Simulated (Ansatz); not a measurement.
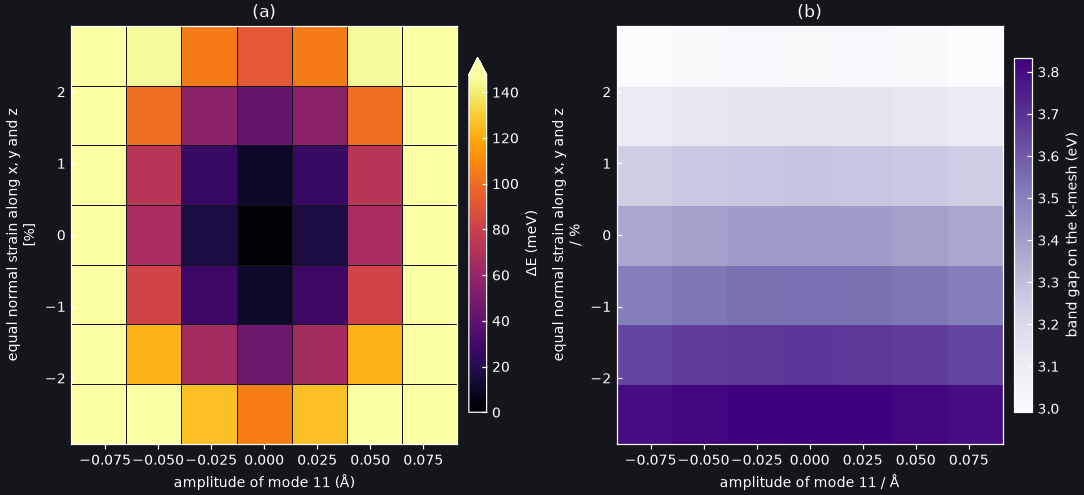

MgO (P6_3mc, No. 186; 4 atoms in the cell). The energy is mapped over a normal mode and a strain (zone-centre modes of the 4-atom cell of this scan) (x along [1 0 0], y along [1 2 0], z along [0 0 1] of the conventional cell). Coordinates scanned: (1) amplitude of mode 11 (500 cm⁻¹), largest displacement in the unstrained cell; (2) equal normal strain along x, y and z. Nothing is relaxed (the pattern is fixed in fractional coordinates). The grid has 7 × 7 points; 28 points were computed and 21 follow by symmetry. Points are written as (first, second). All energies are given in meV per cell relative to the lowest grid point. Theory: DFT PBE, scalar-relativistic, plane waves, PAW (Ansatz 0.2.0). Settings: cutoff 520 eV, k-mesh 9×9×6 in the order of the run's cell vectors, gaussian smearing 0.05 eV, no spin polarisation.

Panel (a) is the energy; panel (b) is the computed band gap on the k-mesh, in eV.

The picture shows one coloured cell a grid point, one colour for all values above the top of the scale.

How does the band gap on the k-mesh vary over the map, and what is it at the lowest grid point?

It runs from 2.99 eV at (−0.078 Å, 2.50 %) to 3.83 eV at (0.000 Å, −2.50 %). At the lowest grid point, (0.000 Å, 0.00 %), it is 3.41 eV.

| second ↓, first → | −0.078 | −0.052 | −0.026 | 0.000 | 0.026 | 0.052 | 0.078 |
| --- | --- | --- | --- | --- | --- | --- | --- |
| 2.50 | 2.99 | 3.01 | 3.02 | 3.03 | 3.02 | 3.01 | 2.99 |
| 1.67 | 3.12 | 3.13 | 3.15 | 3.15 | 3.15 | 3.13 | 3.12 |
| 0.83 | 3.24 | 3.26 | 3.27 | 3.28 | 3.27 | 3.26 | 3.24 |
| 0.00 | 3.38 | 3.40 | 3.41 | 3.41 | 3.41 | 3.40 | 3.38 |
| −0.83 | 3.51 | 3.53 | 3.54 | 3.55 | 3.54 | 3.53 | 3.51 |
| −1.67 | 3.65 | 3.67 | 3.69 | 3.69 | 3.69 | 3.67 | 3.65 |
| −2.50 | 3.80 | 3.82 | 3.83 | 3.83 | 3.83 | 3.82 | 3.80 |

PAW datasets: the set soft_1.
